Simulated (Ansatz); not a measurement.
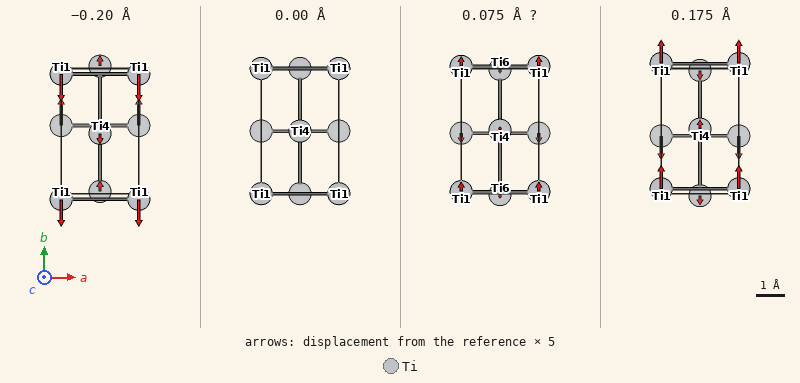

A scan of solid Ti (P6/mmm): a normal mode of wave vector (0, 1/2, 0) of the primitive cell, folded into a doubled cell, is frozen in with the cell fixed, the amplitude being the largest displacement of an atom. The picture is a ball-and-stick view of the cell of the calculation, repeated 1 × 1 × 1 with one cell outlined, seen along the c axis. Red arrows: displacements from the reference.

All numbers below come from DFT PBEsol, scalar-relativistic, plane waves, PAW (Ansatz 0.2.0). (plane-wave cutoff 420 eV; k-point mesh 18 × 10 × 6; occupations gaussian; smearing width 0.15 eV; no spin polarisation). Energies (free energies at the smearing named) are counted from the relaxed crystal.

```
largest displacement (Å)  ΔE (meV/cell)
                  −0.200          105.9
                  −0.100           24.6
                   0.000            0.0
                   0.025            1.5
                   0.050            6.0
                   0.075              ?
                   0.125           39.1
                   0.150           57.4
                   0.175           79.6
```

One row is withheld. What is its energy?

Answer. A straight line between the two neighbours gives 17.0 meV/cell. A cubic through the four nearest rows (0.025, 0.050, 0.125, 0.150) gives, with Lagrange weights, (−0.3000)(1.5) + (1.0000)(6.0) + (0.5000)(39.1) + (−0.2000)(57.4) = 13.6 meV/cell. The calculation gives 13.7 meV/cell, so the cubic is 0.1 meV/cell too low and the straight line 3.3 meV/cell too high, as the curve bends upwards here.

The whole profile:

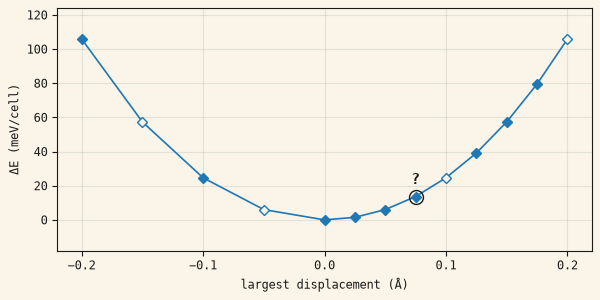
